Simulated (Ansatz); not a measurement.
# Electron scattering at the Σ5 (310) boundary in fcc Al with Sn (substitutional), part 2 of 2

Aim: the relaxed structure and the specific resistance of the Σ5 (310) boundary in fcc Al with Sn (substitutional).

Ansatz 0.2.0; Ansatz plane-wave DFT, PBE, PAW files; relaxation of a bicrystal slab with its lowest layers held; PAW set soft_1 (the session's first sound run).

So far. Step 2 (Relaxing the bicrystal): The largest force component on a free atom ends at 0.020 eV/Å, under the tolerance of 0.03, after 7 steps.

## (3) Transmission across the boundary

This step: Ansatz plane-wave DFT, PBE, PAW files; ballistic transport by layer matching (Landauer), zero bias; boundary relaxed in a short slab, bulk layers laid on; PAW set soft_1 (Ansatz 0.2.0).

System of this step: Σ5 (310) boundary in fcc Al with Sn (substitutional). The cell holds 67 atoms: 66 Al and 1 Sn. Its edges and angles: a = 6.400 Å, b = 4.048 Å, c = 51.049 Å, α = 90.0°, β = 90.0°, γ = 90.0°. It derives from Al. Regions: lower grain, 27 atoms (27 Al); boundary, 18 atoms (17 Al and 1 Sn); upper grain, 22 atoms (22 Al). Vacuum lies along c.

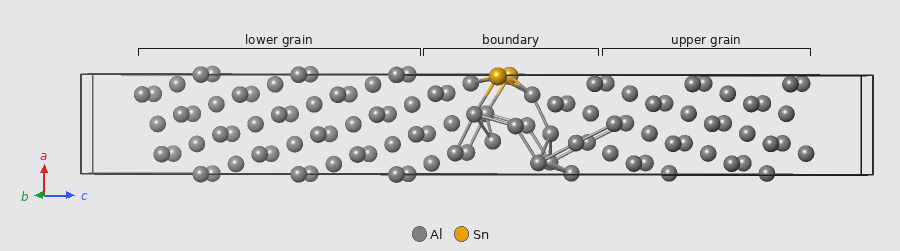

The cell of this step (aluminium grey, tin orange). Some periodic images of atoms are drawn too.

input.yaml

```yaml
crystal:
  lattice:
    - [6.40040255, 0.0, 0.0]
    - [0.0, 4.04797, 0.0]
    - [0.0, 0.0, 51.0488970597]
  atoms:
    - { symbol: Al, position: [10.8, -18.0, 0.0783562473] }
    - { symbol: Al, position: [10.5, -17.5, 0.0908940354] }
    - { symbol: Al, position: [10.2, -17.0, 0.1034318235] }
    - { symbol: Al, position: [9.9, -16.5, 0.1159696116] }
    - { symbol: Al, position: [9.6, -16.0, 0.1285073997] }
    - { symbol: Al, position: [9.3, -15.5, 0.1410451878] }
    - { symbol: Al, position: [9.0, -15.0, 0.153582976] }
    - { symbol: Al, position: [8.7, -14.5, 0.1661207641] }
    - { symbol: Al, position: [8.4, -14.0, 0.1786585522] }
    - { symbol: Al, position: [8.1, -13.5, 0.1911963403] }
    - { symbol: Al, position: [7.8, -13.0, 0.2037341284] }
    - { symbol: Al, position: [7.5, -12.5, 0.2162719166] }
    - { symbol: Al, position: [7.2, -12.0, 0.2288097047] }
    - { symbol: Al, position: [6.9, -11.5, 0.2413474928] }
    - { symbol: Al, position: [6.6, -11.0, 0.2538852809] }
    - { symbol: Al, position: [6.3, -10.5, 0.266423069] }
    - { symbol: Al, position: [6.0, -10.0, 0.2789608571] }
    - { symbol: Al, position: [5.7, -9.5, 0.2914986453] }
    - { symbol: Al, position: [5.4, -9.0, 0.3040364334] }
    - { symbol: Al, position: [5.1, -8.5, 0.3165742215] }
    - { symbol: Al, position: [4.8, -8.0, 0.3291120096] }
    - { symbol: Al, position: [4.5, -7.5, 0.3416497977] }
    - { symbol: Al, position: [4.2, -7.0, 0.3541875859] }
    - { symbol: Al, position: [3.9, -6.5, 0.366725374] }
    - { symbol: Al, position: [3.6, -6.0, 0.3792631621] }
    - { symbol: Al, position: [3.3, -5.5, 0.3918009502] }
    - { symbol: Al, position: [3.0, -5.0, 0.4043387383] }
    - { symbol: Al, position: [0.7, 0.5, 0.4168765264] }
    - { symbol: Al, position: [0.4039085171, 0.0, 0.4293603671] }
    - { symbol: Al, position: [0.1085040553, 0.5, 0.4418393448] }
    - { symbol: Al, position: [0.8121038487, 0.0, 0.4543803198] }
    - { symbol: Al, position: [0.5109132494, 0.5, 0.467750581] }
    - { symbol: Al, position: [0.2157880645, 0.0, 0.4796774872] }
    - { symbol: Al, position: [0.91540826, 0.5, 0.4919844028] }
    - { symbol: Al, position: [0.6063196215, 0.0, 0.5041455847] }
    - { symbol: Al, position: [0.3314579301, 0.5, 0.5202902987] }
    - { symbol: Sn, position: [-0.0130062376, 0.0, 0.5341902058] }
    - { symbol: Al, position: [0.4886716688, 0.0, 0.5567661947] }
    - { symbol: Al, position: [0.8010085448, 0.5, 0.5706349031] }
    - { symbol: Al, position: [0.1183283474, 0.0, 0.5861648882] }
    - { symbol: Al, position: [0.4092953798, 0.5, 0.5943597674] }
    - { symbol: Al, position: [0.7092904367, 0.0, 0.6079867946] }
    - { symbol: Al, position: [0.0121601879, 0.5, 0.620980362] }
    - { symbol: Al, position: [0.3187143679, 0.0, 0.6343909473] }
    - { symbol: Al, position: [0.613606697, 0.5, 0.6458124141] }
    - { symbol: Al, position: [2.913606697, -5.0, 0.6583502023] }
    - { symbol: Al, position: [3.213606697, -5.5, 0.6708879904] }
    - { symbol: Al, position: [3.513606697, -6.0, 0.6834257785] }
    - { symbol: Al, position: [3.813606697, -6.5, 0.6959635666] }
    - { symbol: Al, position: [4.113606697, -7.0, 0.7085013547] }
    - { symbol: Al, position: [4.413606697, -7.5, 0.7210391429] }
    - { symbol: Al, position: [4.713606697, -8.0, 0.733576931] }
    - { symbol: Al, position: [5.013606697, -8.5, 0.7461147191] }
    - { symbol: Al, position: [5.313606697, -9.0, 0.7586525072] }
    - { symbol: Al, position: [5.613606697, -9.5, 0.7711902953] }
    - { symbol: Al, position: [5.913606697, -10.0, 0.7837280834] }
    - { symbol: Al, position: [6.213606697, -10.5, 0.7962658716] }
    - { symbol: Al, position: [6.513606697, -11.0, 0.8088036597] }
    - { symbol: Al, position: [6.813606697, -11.5, 0.8213414478] }
    - { symbol: Al, position: [7.113606697, -12.0, 0.8338792359] }
    - { symbol: Al, position: [7.413606697, -12.5, 0.846417024] }
    - { symbol: Al, position: [7.713606697, -13.0, 0.8589548122] }
    - { symbol: Al, position: [8.013606697, -13.5, 0.8714926003] }
    - { symbol: Al, position: [8.313606697, -14.0, 0.8840303884] }
    - { symbol: Al, position: [8.613606697, -14.5, 0.8965681765] }
    - { symbol: Al, position: [8.913606697, -15.0, 0.9091059646] }
    - { symbol: Al, position: [9.213606697, -15.5, 0.9216437527] }
kpoints:
  mp_grid: { grid: [4, 6, 1] }
hamiltonian:
  xc: pbe
  pseudopotentials: { kind: paw, azcp: { folder: soft_1 } }
scf:
  occupations: { method: fermi_dirac, width: 0.1 }
output:
  transmission:
    leads: [[14, 15], [54, 55]]
    kmesh: [10, 16]
    e_range: [-0.1, 0.1]
    de: 0.05
  write_potential: true
  write_density: true
  volumetric_format: npy
  elf: true
```

Run with:

```sh
> ansatz run input.yaml --threads 4 --pin off --max-ram 15360MiB --backend cpu --events-out ev --progress --plain --runs-dir out
```

Numbers of over 12 decimals in the logs are rounded to 6 here.

Output:

```text
[...]
Crystal: 67 atoms, lattice volume = 1322.607 Å³
Basis set: ecut = 420 eV, 25895 PW (Γ)
Bands: 173, of which v1, the nominal top of the filled ones, is band 106 counted from 1 (105 counted from 0)
Symmetry: 2 space group operations
[...]
k-points: 12 of 24 (time reversal used)
[...]
SCF iter   1: F=—  HF=-41500.788713 eV  |F-HF|=—  |Δ(HF+E_count)|=         —  Δρ=2.25e-2  dr2=8.76e1  ethr=3.10e-3  ⟨swp⟩=7.5  Hψ=10740  notcnv=0  defer=143
[...]
SCF iter   9: F=-41495.806322 eV  HF=-41495.806322 eV  |F-HF|=7.69e-8  |Δ(HF+E_count)|=   3.84e-8  Δρ=7.05e-7  dr2=8.49e-8  ethr=4.72e-11  ⟨swp⟩=23.2  Hψ=11410  notcnv=0
SCF 1 converged in 9 iterations: F = -41495.806322 eV  dr2 = 8.49e-8
[...]
transmission: 212 of 2106 steps passed
transmission: 422 of 2106 steps passed
[...]
transmission: 2106 of 2106 steps passed
WARN: The output density's exchange-correlation potential varies sharply where the density is thin. Do not read a vacuum level from v_tot or v_xc, or from such a field of the output density. On a cell that repeats whose density bears no net charge and no dipole along the vacuum's axis use v_es (v_loc + v_h of the components); under efield.dipole_correction with no amplitude use v_es + v_field, which holds any externa [...]
SCF converged after 9 iterations
Free energy (F): -41495.806322 eV
[...]
Internal energy: -41494.961888 eV  (E = F + TS)
E sigma→0 (E₀):  -41495.384105 eV
Entropy (-TS):   -0.844434 eV (-12.603 meV/atom)
Fermi energy:    6.158727 eV
[...]
--- Band table (eV; the first three rows and the last of 12) ---
  k-point 0: bands = [... 102 lower, 6.7813, 6.8212, 6.8447, 6.8679, 6.9527, 7.0090, 7.0388, 7.0992, ... 63 higher]
  k-point 1: bands = [... 102 lower, 6.1161, 6.2230, 6.3819, 6.4912, 6.5476, 6.6270, 6.7171, 6.7653, ... 63 higher]
  k-point 2: bands = [... 102 lower, 5.1440, 5.2409, 5.3430, 5.4264, 5.4760, 5.5546, 5.5680, 5.6512, ... 63 higher]
  k-point 11: bands = [... 102 lower, 5.4455, 5.4545, 5.5596, 5.5970, 5.6414, 5.6603, 5.7217, 5.7478, ... 63 higher]
--- Transmission ---
  basis      : 225 plane waves across, 39 finite elements along
  points     : 54, standing for a mesh of 10 x 16
  energies   : 5 from -0.100000 to 0.100000 eV about the Fermi level, 0.050000 eV apart; the leads are filled to 0.000000 eV, and channels, transmission and decay are at 0.000000 eV
  crystal 0  : Al4, at the sites [14, 15], period 2.5602 Å, over 17.92 Å; its Hamiltonian steps by up to 14.6 meV
    offset         : up to 0.0000 Å between an atom of the period and one for which it stands
    channels       : 5.018750e0 a spin
    conductance    : none, the energies end too early or step too widely for 300 K: set another output.transmission.e_range or a lower de, or, where they end at an eighth of basis.ecutwfc, a higher one
[...]
channels       : 5.043750e0 a spin
[...]
junction   : crystal 0 to crystal 1, 12.64 to 37.77 Å
    transmission   : 3.030097e0 a spin
[...]
```

Run time: 6 min. Hardware: 4 threads of Intel Xeon Platinum 8375C at 2.90GHz (Ice Lake), shared host; peak memory 5.8 GiB.

In the SCF lines HF is the Harris–Foulkes energy and dr2 the Hartree energy of the density residual, in eV; the loop may stop once dr2 is under the threshold and the program's other checks hold. Hψ counts applications of the Hamiltonian.

This step gave:

| Property | Result |
| --- | --- |
| free energy | -41495.8063 eV |
| energy at zero smearing | -41495.3841 eV |
| Fermi energy | 6.159 eV |
| cell area | 25.91 Å² |
| transmission per spin nearest the Fermi level | 3.030 |
| open channels per spin nearest the Fermi level | 5.019 |
| open channels per spin, upper lead | 5.044 |
| step of the lead's potential | 14.6 meV |
| step of the upper lead's potential | 7.5 meV |

Per spin. Transmission, zone mean against energy, zero at the Fermi level:

```tsv
energy (eV)	transmission, zone mean
-0.1000	2.97
-0.0500	3.04
0.0000	3.03
0.0500	3.12
0.1000	3.19
```

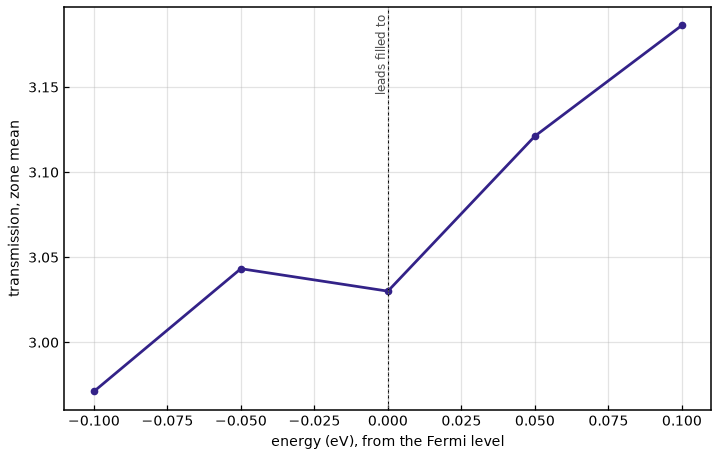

Transmission, zone mean, plotted against energy.

Per spin. Open channels, zone mean against energy, zero at the Fermi level:

```tsv
energy (eV)	lead	upper lead
-0.1000	4.96	5.01
-0.0500	5.09	5.09
0.0000	5.02	5.04
0.0500	5.09	5.09
0.1000	5.17	5.17
```

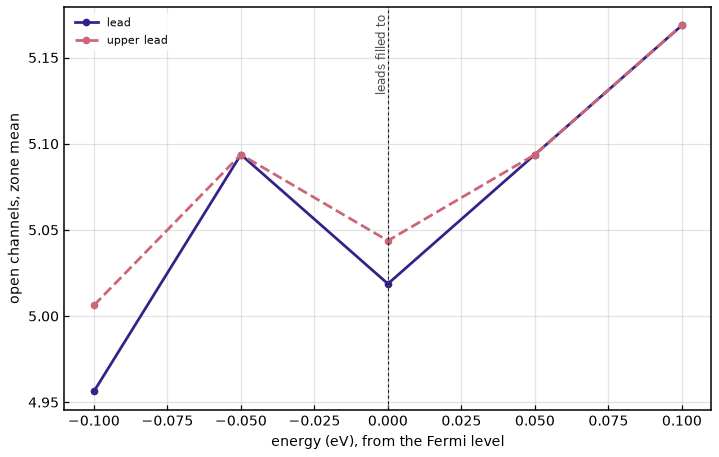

Open channels, zone mean against energy.

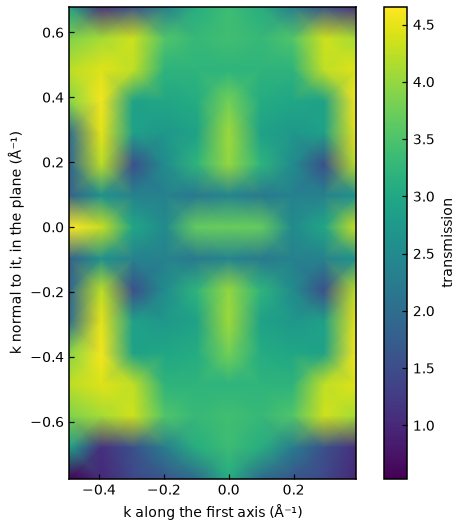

Transmission over k1 and k2. At 0.0000 eV from the Fermi level.

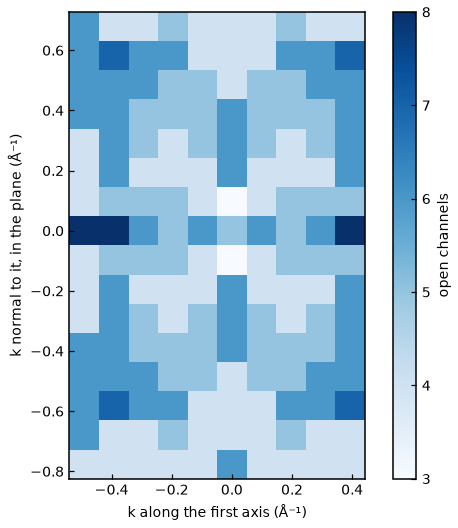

Open channels over k1 and k2. At 0.0000 eV from the Fermi level.

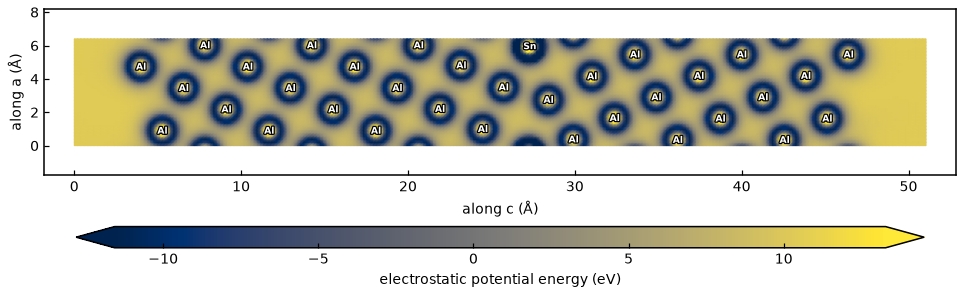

Electrostatic potential energy in the ca plane at fractional y = 0.000, with atoms of Al and Sn within 0.2 Å of it. With pseudopotentials it is smooth inside the atoms' cores, unlike the true potential. The map starts off the cell's origin, so that atoms lie inside it.

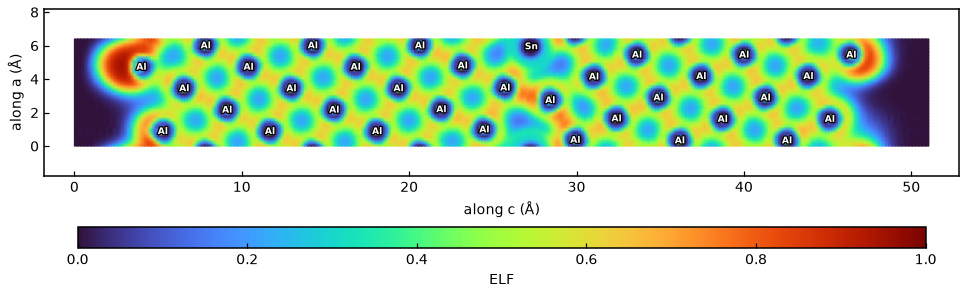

ELF in the ca plane at fractional y = 0.000, with atoms of Al and Sn within 0.2 Å of it. It is the smooth field of the valence electrons, not physical close to the nuclei. The map starts off the cell's origin, so that atoms lie inside it.

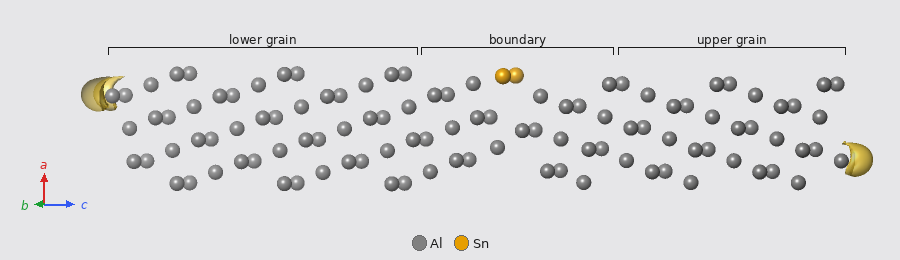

Surface of ELF = 0.85.

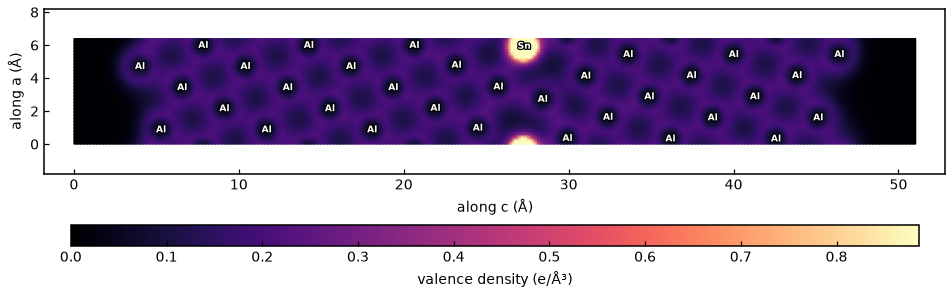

Valence density in the ca plane at fractional y = 0.000, with atoms of Al and Sn within 0.2 Å of it. It is the smooth field of the valence electrons, not physical close to the nuclei. The map starts off the cell's origin, so that atoms lie inside it.

Over the solved energies the transmission per spin lies between 2.97 and 3.19, out of 5.07 channels of the lead on average (up to 5.17).

## (4) Specific resistance

This step: Ansatz plane-wave DFT, PBE, PAW files; ballistic transport by layer matching (Landauer), zero bias; specific resistance of the boundary; PAW set soft_1 (Ansatz 0.2.0).

This step gave:

```yaml
area_resistance: 0.4300 fΩ m²
t_over_the_leads_mean_channel_count: 0.6052
```

Averaged over the energies near the Fermi level, 60.5 % of the channels pass, which makes 0.430 fΩ m².

By hand, with T and the leads' channels N averaged over the energies near the Fermi level: RA = A (h/2e²)(1/T − ½[1/N₁ + 1/N₂]) = 25.91×10⁻²⁰ m² × 12 906 Ω × (1/3.070 − ½[1/5.066 + 1/5.081]) = 0.430 fΩ m².

## (5) Summary of results

| Property | Result |
| --- | --- |
| specific resistance of the boundary | 0.430 fΩ m² |
| share of channels that pass | 0.605 |

The boundary has a specific resistance of 0.43 fΩ m². The boundary reflects 39 % of the channels; 0.43 fΩ m² is 4.3×10⁻¹² Ω·cm². That equals the resistance of 16 nm of bulk Al at 300 K (measured 2.733 µΩ cm, CRC Handbook of Chemistry and Physics, 84th ed., 2003, Electrical Resistivity of Pure Metals). One Sn in 25.9 Å² of boundary is a high coverage. In the relaxation the upper grain slid sideways by about 0.6 Å, so the result belongs to the position that it found, not to the starting one. Each plane of this narrow cell holds one atom, so the solute fills a whole plane. One starting structure was relaxed; another shift or atom count at the boundary may lie lower.

[Logs are printed without paths, hosts, clocks, repeated set-up lines and the standing remarks that a program may print on its own settings, such as how far it seeks lower states.]

[Hosts, paths, dates, database ids (printed as entryN), source tags and the programs' standing remarks are cut or masked in the printed files.]
